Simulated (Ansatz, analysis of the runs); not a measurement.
# Transmission past a defect: Mo wire along [100], 4 atoms a period, Ti in place of one Mo, part 3 of 3

What does the defect do to the conductance?

Ansatz 0.2.0; DFT PBE, plane waves, PAW; relaxation of a wire's period (the session's first sound run).

So far, conductance of the lead as this run defines it (G₀): step 3 (the wire at its relaxed period) 3.01.

## 4. Relaxation of the scattering region (continued)

Level of this step: DFT PBE, plane waves, PAW; relaxation of a junction in a wire, ends held (Ansatz).

Step by step:

| step | energy less that of the first step (eV) | largest force component (eV/Å) |
| --- | --- | --- |
| 1 | 0.0000 | 0.7428 |
| 2 | 0.0793 | 0.6175 |
| 3 | -0.0421 | 0.1704 |
| 4 | -0.0457 | 0.1877 |
| 5 | -0.0485 | 0.1652 |
| 6 | -0.0520 | 0.0548 |
| 7 | -0.0520 | 0.0549 |

Relaxation step 2 was tried and not accepted.

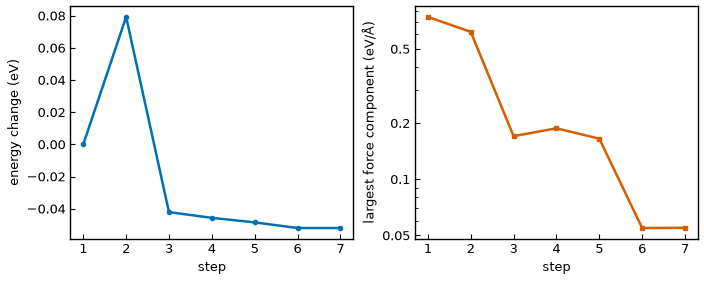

Energy and largest force along the relaxation.

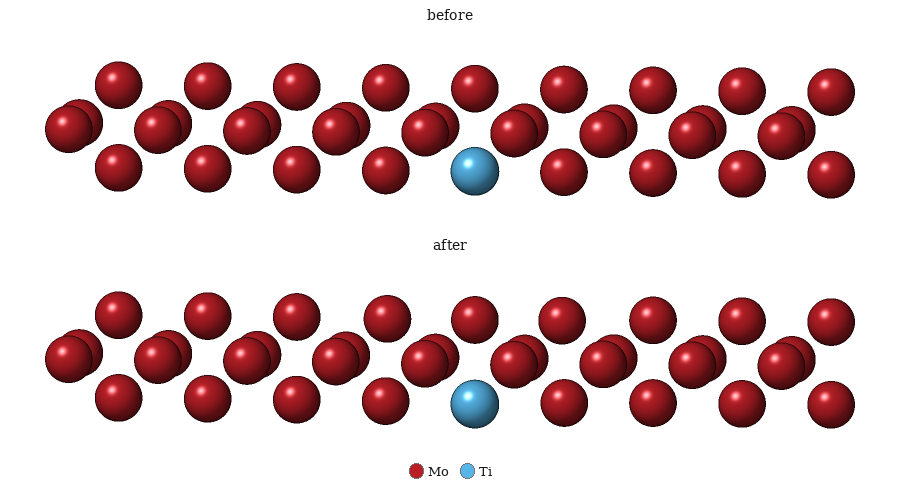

The structure before and after the relaxation, drawn at the same scale.

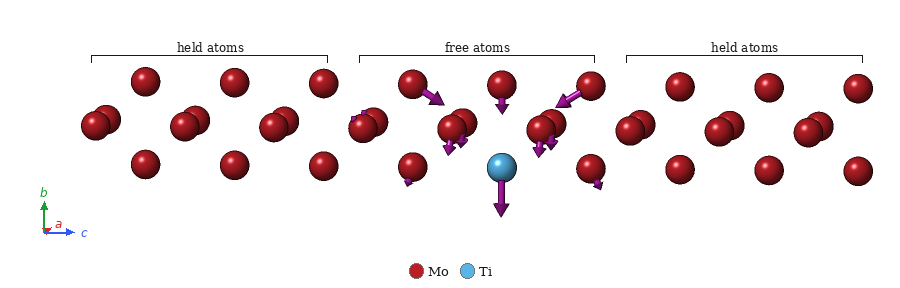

Displacements in the relaxation, exaggerated; the longest in the cell stands for 0.09 Å.

The atoms that moved most (Å):

| atom | dx | dy | dz | length |
| --- | --- | --- | --- | --- |
| Ti19 | 0.000 | -0.094 | -0.002 | 0.094 |
| Mo24 | 0.000 | -0.039 | -0.064 | 0.075 |
| Mo16 | 0.000 | -0.036 | 0.055 | 0.066 |
| Mo20 | 0.000 | -0.044 | 0.001 | 0.044 |
| Mo21 | -0.011 | -0.040 | -0.002 | 0.042 |
| Mo22 | 0.011 | -0.040 | -0.002 | 0.042 |
| Mo18 | 0.013 | -0.037 | -0.004 | 0.040 |
| Mo17 | -0.013 | -0.037 | -0.004 | 0.040 |

This step gave:

* energy at zero smearing: -175883.0770 eV
* absolute moment: 0 μB

The largest force component on a free atom ends at 0.055 eV/Å, under the limit of 0.06. Ti ends nearest to Mo at 2.55 Å, Mo at 2.55 Å, Mo at 2.56 Å, Mo at 2.56 Å, Mo at 2.87 Å, Mo at 3.06 Å and Mo at 3.07 Å.

## 5. The open system

This step: DFT PBE, plane waves, PAW; transmission of a junction in a wire (Ansatz 0.2.0).

The cell is now read as a scatterer between two semi-infinite leads, named by two sites one period apart. The scattering states in its self-consistent potential are matched to the leads' states at each energy. One point across is taken, as for a wire in vacuum.

input.yaml

```yaml
crystal:
  lattice:
    - [9.96, 0.0, 0.0]
    - [0.0, 9.96, 0.0]
    - [0.0, 0.0, 27.5339134027]
  atoms:
    - { symbol: Mo, position: [0.358203969, 0.5, 0.0] }
    - { symbol: Mo, position: [0.641796031, 0.5, 0.0] }
    - { symbol: Mo, position: [0.5, 0.358203969, 0.055555556] }
    - { symbol: Mo, position: [0.5, 0.641796031, 0.055555556] }
    - { symbol: Mo, position: [0.358203969, 0.5, 0.111111111] }
    - { symbol: Mo, position: [0.641796031, 0.5, 0.111111111] }
    - { symbol: Mo, position: [0.5, 0.358203969, 0.166666667] }
    - { symbol: Mo, position: [0.5, 0.641796031, 0.166666667] }
    - { symbol: Mo, position: [0.358203969, 0.5, 0.222222222] }
    - { symbol: Mo, position: [0.641796031, 0.5, 0.222222222] }
    - { symbol: Mo, position: [0.5, 0.358203969, 0.277777778] }
    - { symbol: Mo, position: [0.5, 0.641796031, 0.277777778] }
    - { symbol: Mo, position: [0.3583101068, 0.5008855534, 0.3330120208] }
    - { symbol: Mo, position: [0.6416898932, 0.5008855534, 0.3330120208] }
    - { symbol: Mo, position: [0.5, 0.3560778082, 0.3886657264] }
    - { symbol: Mo, position: [0.5, 0.6382053685, 0.3909029102] }
    - { symbol: Mo, position: [0.3569004978, 0.4962577294, 0.4442906507] }
    - { symbol: Mo, position: [0.6430995022, 0.4962577294, 0.4442906507] }
    - { symbol: Ti, position: [0.5, 0.3487732884, 0.4999397302] }
    - { symbol: Mo, position: [0.5, 0.637366522, 0.5000214786] }
    - { symbol: Mo, position: [0.357053744, 0.4959730796, 0.5554653949] }
    - { symbol: Mo, position: [0.642946256, 0.4959730796, 0.5554653949] }
    - { symbol: Mo, position: [0.5, 0.3554935153, 0.611566817] }
    - { symbol: Mo, position: [0.5, 0.6378517593, 0.6087835919] }
    - { symbol: Mo, position: [0.358203969, 0.5, 0.666666667] }
    - { symbol: Mo, position: [0.641796031, 0.5, 0.666666667] }
    - { symbol: Mo, position: [0.5, 0.358203969, 0.722222222] }
    - { symbol: Mo, position: [0.5, 0.641796031, 0.722222222] }
    - { symbol: Mo, position: [0.358203969, 0.5, 0.777777778] }
    - { symbol: Mo, position: [0.641796031, 0.5, 0.777777778] }
    - { symbol: Mo, position: [0.5, 0.358203969, 0.833333333] }
    - { symbol: Mo, position: [0.5, 0.641796031, 0.833333333] }
    - { symbol: Mo, position: [0.358203969, 0.5, 0.888888889] }
    - { symbol: Mo, position: [0.641796031, 0.5, 0.888888889] }
    - { symbol: Mo, position: [0.5, 0.358203969, 0.944444444] }
    - { symbol: Mo, position: [0.5, 0.641796031, 0.944444444] }
kpoints:
  mp_grid: { grid: [1, 1, 3] }
scf:
  occupations: { method: fermi_dirac, width: 0.05 }
hamiltonian:
  xc: pbe
output:
  transmission:
    e_range: [-1.26, 1.26]
    de: 0.035
    kmesh: [1, 1]
    reduced_basis: true
    leads: [[32, 0]]
  dos: { projected: true, e_range: [-4, 3] }
  write_potential: true
  write_density: true
  volumetric_format: npy
  elf: true
basis:
  ecutwfc: "350 eV"
```

Launch:

```sh
$ ansatz run input.yaml --threads 4 --pin off --max-ram 16384MiB --backend cpu --events-out ev --progress --plain --runs-dir out
```

Numbers of over 12 decimals in the logs are rounded to 6 here.

What it wrote:

```text
[...]
Crystal: 36 atoms, lattice volume = 2731.408 Å³
Basis set: ecut = 350 eV, 40561 PW (Γ)
Bands: 302, of which v1, the nominal top of the filled ones, is band 251 counted from 1 (250 counted from 0)
Symmetry: 2 space group operations
[...]
k-points: 2 of 3 (time reversal used)
[...]
SCF iter   1: F=—  HF=-175883.620614 eV  |F-HF|=—  |Δ(HF+E_count)|=         —  Δρ=6.91e-3  dr2=4.96e0  ethr=1.77e-3  ⟨swp⟩=9.0  Hψ=2421  notcnv=0
[...]
SCF iter  12: F=-175883.539421 eV  HF=-175883.539421 eV  |F-HF|=2.10e-9  |Δ(HF+E_count)|=   5.82e-8  Δρ=5.53e-7  dr2=1.62e-8  ethr=1.99e-11  ⟨swp⟩=8.5  Hψ=1404  notcnv=0
SCF 1 converged in 12 iterations: F = -175883.539421 eV  dr2 = 1.62e-8
[...]
transmission: 32 of 192 steps passed
transmission: 64 of 192 steps passed
[...]
transmission: 192 of 192 steps passed
WARN: The output density's exchange-correlation potential varies sharply where the density is thin. Do not read a vacuum level from v_tot or v_xc, or from such a field of the output density. On a cell that repeats whose density bears no net charge and no dipole along the vacuum's axis use v_es (v_loc + v_h of the components); under efield.dipole_correction with no amplitude use v_es + v_field, which holds any externa [...]
SCF converged after 12 iterations
Free energy (F): -175883.539421 eV
[...]
Internal energy: -175883.289841 eV  (E = F + TS)
E sigma→0 (E₀):  -175883.414631 eV
Entropy (-TS):   -0.249580 eV (-6.933 meV/atom)
Fermi energy:    1.783225 eV
[...]
--- Band table (eV) ---
  k-point 0: bands = [... 247 lower, 1.6303, 1.6864, 1.7698, 1.7971, 1.8997, 1.9061, 1.9537, 1.9828, ... 47 higher]
  k-point 1: bands = [... 247 lower, 1.5935, 1.5968, 1.6786, 1.6958, 1.7360, 1.9840, 1.9911, 1.9941, ... 47 higher]
--- Transmission ---
  basis      : 725 plane waves across, 32 finite elements along
  points     : 1, standing for a mesh of 1 x 1
[...]
crystal 0  : Mo4, at the sites [32, 0], period 3.0593 Å, over 18.36 Å; its Hamiltonian steps by up to 13.3 meV
[...]
filled         : 46.1 meV under the level at which it is neutral
    channels       : 3.000000e0 a spin
[...]
junction   : crystal 0 to crystal 0, -0.07 to 24.41 Å
    transmission   : 2.787101e0 a spin
    error estimate : 3.691549e-4 a spin from the reduction of the transverse basis, at the most 7.860963e-3 at 1.085000 eV
    conductance    : 2.1261e14 S/m² at 300 K (2.1301e14 on every other energy)
    error estimate : 0.2 % from the energy spacing and 0.0 % from band edges of the leads and from resonances (wavevectors taken as independent; lower de), 0.0 % from the reduction of the transverse basis, 3.1 % from the steps of its leads' Hamiltonians or their offsets (lay more layers), 2.3 % from the distance to neutral
    resistance     : 4.3820e-4 Ω µm² beyond half of each lead's own
```

It took 5.2 min on 4 threads of Arm Neoverse V1, shared host; peak memory 4.8 GiB; 17 min of CPU time.

This step gave:

| Quantity | Value |
| --- | --- |
| energy at zero smearing | -175883.4146 eV |
| transmission at the energy nearest the Fermi level, one spin | 2.787 |
| step of the lead's Hamiltonian | 13.3 meV |
| conductance of the junction | 2.722 G₀ |

Transmission, one spin against energy, zero at the Fermi level:

| energy (eV) | transmission, one spin |
| --- | --- |
| -1.190 | 1.83 |
| -1.085 | 1.78 |
| -1.015 | 1.70 |
| -0.910 | 1.33 |
| -0.805 | 0.768 |
| -0.700 | 2.21 |
| -0.595 | 3.46 |
| -0.490 | 4.07 |
| -0.385 | 4.67 |
| -0.315 | 5.01 |
| -0.210 | 2.88 |
| -0.105 | 1.82 |
| 0.000 | 2.79 |
| 0.105 | 2.79 |
| 0.210 | 3.24 |
| 0.315 | 3.20 |
| 0.385 | 3.46 |
| 0.490 | 3.98 |
| 0.595 | 5.59 |
| 0.665 | 5.92 |
| 0.700 | 5.69 |
| 0.805 | 4.41 |
| 0.910 | 4.88 |
| 0.945 | 4.96 |
| 1.015 | 4.90 |
| 1.085 | 4.41 |
| 1.190 | 6.22 |

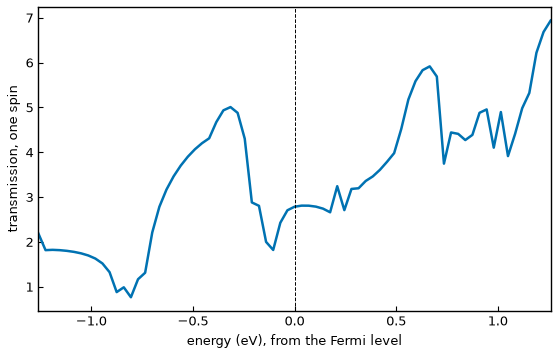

Transmission, one spin, plotted against energy.

Open channels of the lead, one spin against energy, zero at the Fermi level:

| energy (eV) | open channels of the lead, one spin |
| --- | --- |
| -1.2600 | 4 |
| -1.0150 | 2 |
| -0.7350 | 4 |
| -0.4900 | 6 |
| -0.2450 | 7 |
| 0.0000 | 3 |
| 0.2450 | 5 |
| 0.4900 | 6 |
| 0.7350 | 6 |
| 1.0150 | 6 |
| 1.2600 | 9 |

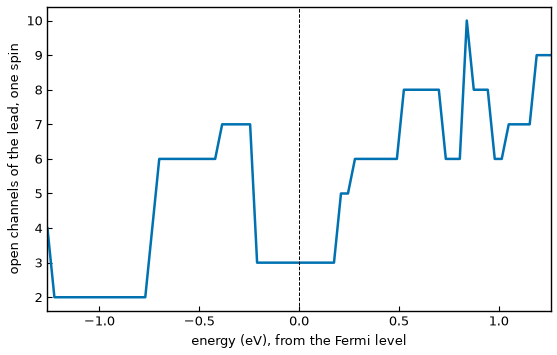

Open channels of the lead, one spin against energy.

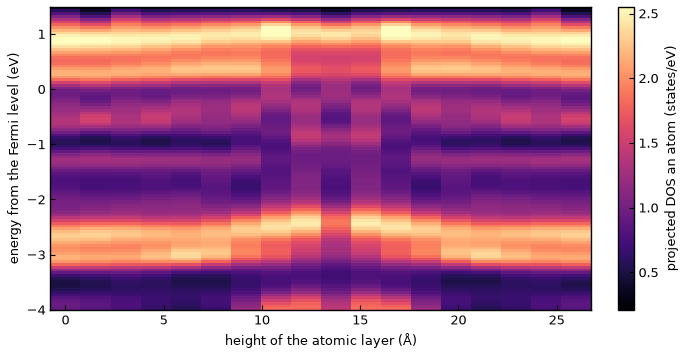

Projected DOS an atom over height of the atomic layer and energy from the Fermi level.  broadened by a Gaussian of 0.15 eV, since few k-points sample the long cell.

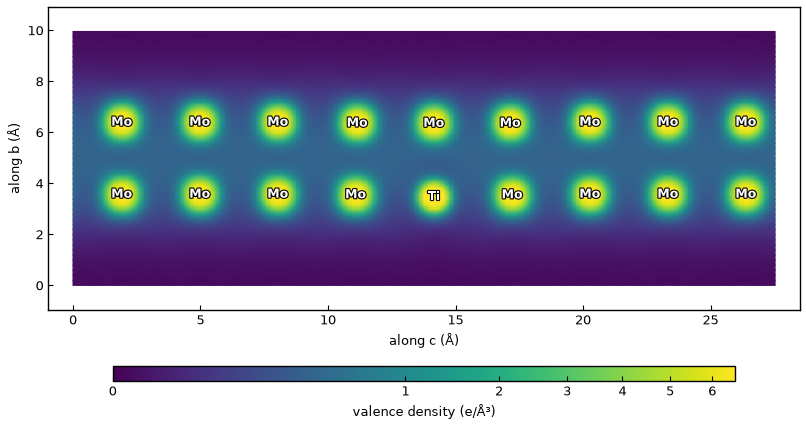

Valence density in the cb plane at fractional x = 0.500, with atoms of Mo and Ti within 0.2 Å of it. It is the smooth field of the valence electrons, not physical close to the nuclei. The colour scale is stretched toward low values.

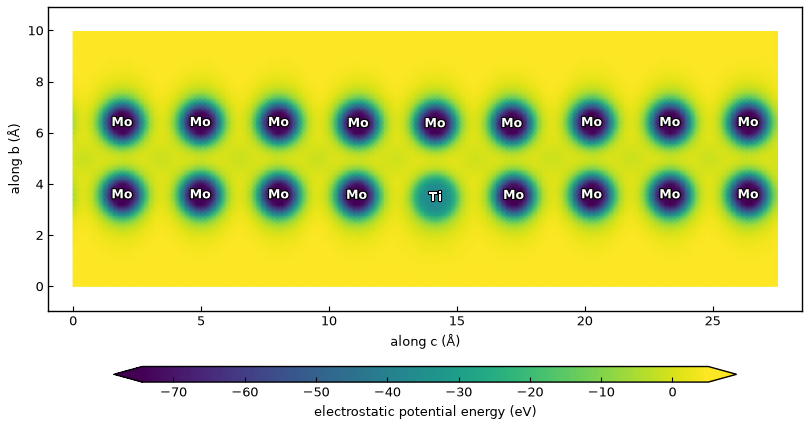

Electrostatic potential energy in the cb plane at fractional x = 0.500, with atoms of Mo and Ti within 0.2 Å of it. With pseudopotentials it is smooth inside the atoms' cores, unlike the true potential.

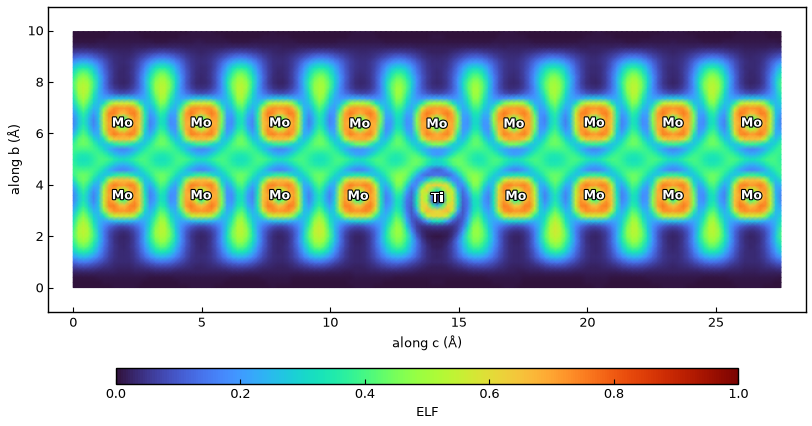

ELF in the cb plane at fractional x = 0.500, with atoms of Mo and Ti within 0.2 Å of it. It is the smooth field of the valence electrons, not physical close to the nuclei.

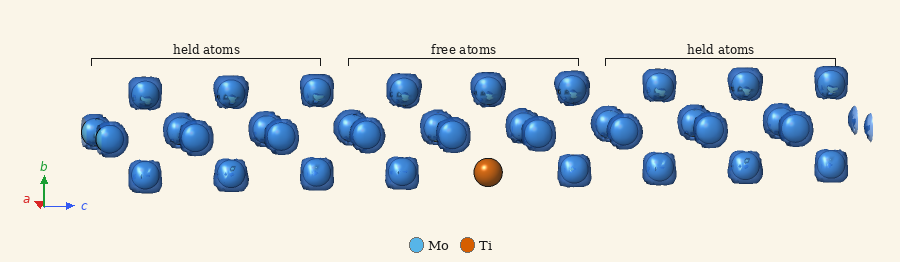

Surface of ELF = 0.69.

By hand: the program gives 2.1261 × 10^14 S/m² over the cell's cross-section of 99.20 Å² = 9.920 × 10^-19 m², so one cell conducts 2.109 × 10^-4 S. Divided by G0 = 2e²/h = 7.748 × 10^-5 S this is 2.72 G0, a resistance of 4.74 kΩ.

The conductance is 2.72 G₀, with 3 channels a spin open in the lead. The lead's Hamiltonian steps by 13.3 meV, which the program lets pass, though it counts in the error estimate.

## 6. Conductance and thermopower from T(E)

This step: Landauer integrals over the computed T(E), interpolated linearly between its energies (analysis of the runs above).

Conductance and thermopower are moments of T(E) over the thermal window; sliding the window along E stands for a gate that leaves T(E) rigid.

Numbers from this step:

```
conductance at 300 K, interpolated from T(E) : 2.716 G₀
thermopower at 300 K                         : -7.172 μV/K
Lorenz number over L0                        : 0.9470
```

T(E) held rigid; rough near sharp steps of T(E). Table of conductance at 300 K by shift of the leads' level:

| shift of the leads' level (eV) | conductance at 300 K (G₀) |
| --- | --- |
| -0.900 | 1.21 |
| -0.800 | 1.06 |
| -0.700 | 2.13 |
| -0.600 | 3.36 |
| -0.500 | 4.00 |
| -0.350 | 4.77 |
| -0.250 | 4.08 |
| -0.150 | 2.45 |
| -0.050 | 2.50 |
| 0.050 | 2.79 |
| 0.150 | 2.80 |
| 0.250 | 3.01 |
| 0.350 | 3.35 |
| 0.500 | 4.28 |
| 0.600 | 5.46 |
| 0.700 | 5.16 |
| 0.800 | 4.39 |
| 0.900 | 4.62 |

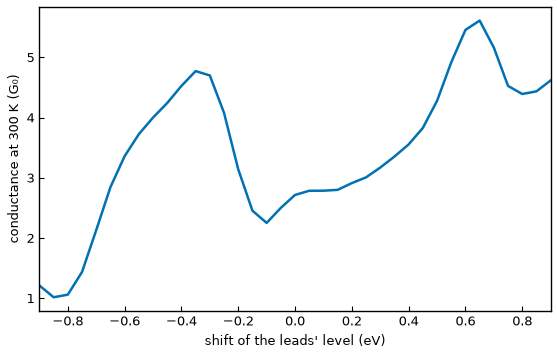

Conductance at 300 K against shift of the leads' level.

T(E) held rigid; rough near sharp steps of T(E). Thermopower at 300 K against shift of the leads' level:

| shift of the leads' level (eV) | thermopower at 300 K (μV/K) |
| --- | --- |
| -0.8 | -28.7 |
| -0.6 | -19.0 |
| -0.4 | -8.73 |
| -0.2 | 37.4 |
| 0.0 | -7.17 |
| 0.2 | -5.54 |
| 0.4 | -9.79 |
| 0.6 | -9.29 |
| 0.8 | 1.39 |

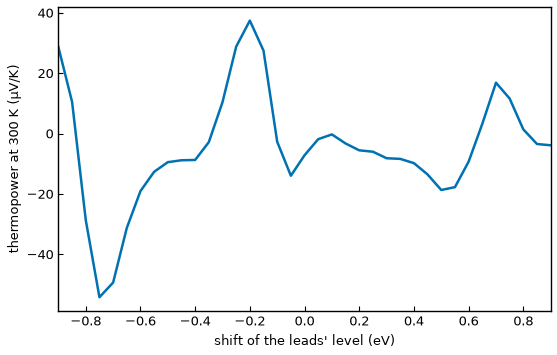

Thermopower at 300 K against shift of the leads' level.

The two levels move by half the bias each and T(E) is held rigid. Current from the zero-bias T(E) against bias:

| bias (V) | current from the zero-bias T(E) (μA) |
| --- | --- |
| 0.000 | 0 |
| 0.100 | 20.8 |
| 0.200 | 40.8 |
| 0.300 | 60.5 |
| 0.400 | 82.3 |
| 0.500 | 108 |
| 0.600 | 137 |
| 0.700 | 168 |
| 0.800 | 199 |
| 0.900 | 231 |
| 1.000 | 262 |
| 1.100 | 295 |
| 1.200 | 329 |
| 1.300 | 363 |
| 1.400 | 393 |
| 1.500 | 419 |
| 1.600 | 441 |
| 1.700 | 462 |
| 1.800 | 484 |
| 1.900 | 507 |

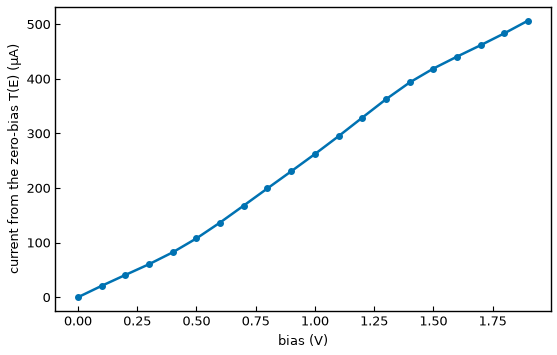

Current from the zero-bias T(E), plotted against bias.

By hand, Mott's formula: S = −(π²k²T/3e) d ln T/dE, and π²k²T/3e = 7.33 μV/K × eV at 300 K. The computed T is 2.43 at -0.070 eV and 2.81 at +0.070 eV, so d ln T/dE ≈ 1.04 per eV and S ≈ -7.63 μV/K, against -7.17 from the integrals.

The thermopower is -7.17 μV/K. The Lorenz ratio is 0.95, where the Wiedemann-Franz law gives 1. Moving the level by up to 0.1 eV either way gives -14 to -0.27 μV/K.

## 7. Results

* conductance of the perfect wire: 3.01 G₀
* conductance, Ti in place of one Mo: 2.72 G₀
* thermopower, Ti in place of one Mo: -7.17 μV/K

Summed over the computed window, 67 % of the lead's open channels pass the defect; the conductance at 300 K is 2.72 G₀. With Ti in place of one Mo, 91 % of the conductance of that run's own lead (3.00 G₀) is left, so it scatters little at the Fermi level. Transport is coherent and elastic here: the atoms are frozen, so scattering by vibrations plays no part. A junction with open d shells ran without spin, after the few moments seeded in its relaxation died away; moments on all d atoms were not tried. A cutoff under the files' recommended one was taken to save time; its effect on T(E) was not tested here.

[Logs are printed without paths, hosts, clocks, repeated set-up lines and the standing remarks that a program may print on its own settings, such as how far it seeks lower states.]

[Hosts, paths, dates, database ids (printed as entryN), source tags and the programs' standing remarks are cut or masked in the printed files.]
